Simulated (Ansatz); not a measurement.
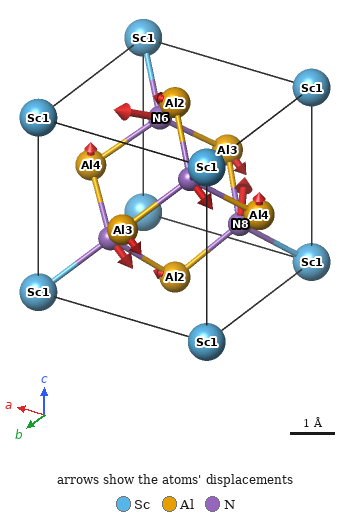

One vibrational mode of a crystal of ScAl₃N₄ (a generated structure) at the zone centre. The red arrows are the displacements of the atoms (eigenvector over the root of the mass), of arbitrary overall length and sign. Style: ball-and-stick. Shown: the cell of the calculation, from a free direction.

These are results of DFT PBE, scalar-relativistic, plane waves, PAW in Ansatz, not measurements.

Input file:
```yaml
crystal:
  lattice:
    - [4.5287969252, 0.0, 0.0]
    - [0.0, 4.5287969252, 0.0]
    - [0.0, 0.0, 4.5287969252]
  atoms:
    - { symbol: Sc, position: [0.0, 0.0, 0.0] }
    - { symbol: Al, position: [0.5, 0.5, 0.0] }
    - { symbol: Al, position: [0.5, 0.0, 0.5] }
    - { symbol: Al, position: [0.0, 0.5, 0.5] }
    - { symbol: "N", position: [0.7372804808, 0.7372804808, 0.2627195192] }
    - { symbol: "N", position: [0.7372804808, 0.2627195192, 0.7372804808] }
    - { symbol: "N", position: [0.2627195192, 0.7372804808, 0.7372804808] }
    - { symbol: "N", position: [0.2627195192, 0.2627195192, 0.2627195192] }
basis:
  ecutwfc: 420
kpoints:
  mp_grid: { grid: [6, 6, 6] }
hamiltonian:
  xc: pbe
scf:
  occupations: { method: fixed }
output:
  eigenvalues: true
phonons:
  method: dfpt
  dielectric: true
  rigid_motions: translations
  eigenvectors: true
```

Launched with:
```bash
ansatz run input.yaml --threads 2 --pin off --max-ram 7168MiB --backend cpu --events-out ev --progress --plain --runs-dir out
```

Frequencies are those without the non-analytic (LO–TO) term.

Question: Describe the mode and give its frequency.

Answer: This is the T₁ mode (triply degenerate; one member of the set is drawn) at 17.1 THz, optical level 4 of 8, counted from below, silent by symmetry (neither infrared- nor Raman-active). The Sc atoms stay at rest; atoms of one kind move against one another, with no net shift of any sublattice; it stretches the shortest Al–N bonds (1.93 Å); the kinetic energy is shared as N 82 %, Al 18 %.
